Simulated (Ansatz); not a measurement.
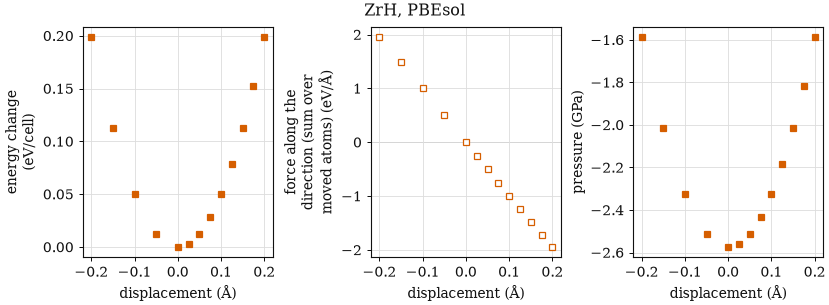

The picture above shows the energy change, force along the direction (sum over moved atoms) and pressure against displacement for ZrH, space group P4_2/mmc (No. 131).

Structure:
```
CELL_PARAMETERS angstrom
3.24279 0.00000 0.00000
0.00000 3.24279 0.00000
0.00000 0.00000 4.94800
ATOMIC_POSITIONS crystal
Zr 0.00000 0.50000 0.00000
Zr 0.50000 0.00000 0.50000
H 0.00000 0.00000 0.75000
H 0.00000 0.00000 0.25000
```

Method: all atoms of one element of a crystal moved along a line, all else fixed, by plane-wave density functional theory with PAW datasets, free energies less that of the undisturbed cell, pressure positive in compression; scalar-relativistic (Ansatz 0.2.0). Level: PBEsol, no spin polarisation.

- wave cutoff: 420 eV
- k mesh: 14×14×10
- occupations: Gaussian
- smearing width: 0.15 eV
- k shift: (0, 0, 0) (mesh steps)
- start: as given
- moved element: Zr
- direction: (0.7071, −0.7071, 0) (Cartesian unit vector)

The points at displacement −0.15, −0.05, 0.1 and 0.2 follow from computed ones by symmetry.

### Does the undistorted structure sit at the bottom of the curve?

Yes: the energy rises on both sides of the starting structure, which is therefore a minimum along this path.

### Read off the course of the force along the direction (sum over moved atoms).

It falls from 1.95 eV/Å at displacement −0.200 Å to −1.95 eV/Å at 0.200 Å, and changes sign near 0.000 Å.

Caveats: reference crystal is not relaxed.

The computed values:

```csv
displacement (Å),energy change (eV/cell),force along the direction (sum over moved atoms) (eV/Å),pressure (GPa)
-0.200,0.1984,1.95,-1.589
-0.150,0.1126,1.48,-2.016
-0.100,0.0503,1.00,-2.325
-0.050,0.0126,0.50,-2.512
0.000,0.0000,0.00,-2.574
0.025,0.0032,-0.25,-2.559
0.050,0.0126,-0.50,-2.512
0.075,0.0284,-0.75,-2.434
0.100,0.0503,-1.00,-2.325
0.125,0.0784,-1.25,-2.185
0.150,0.1126,-1.48,-2.016
0.175,0.1526,-1.72,-1.817
0.200,0.1984,-1.95,-1.589
```
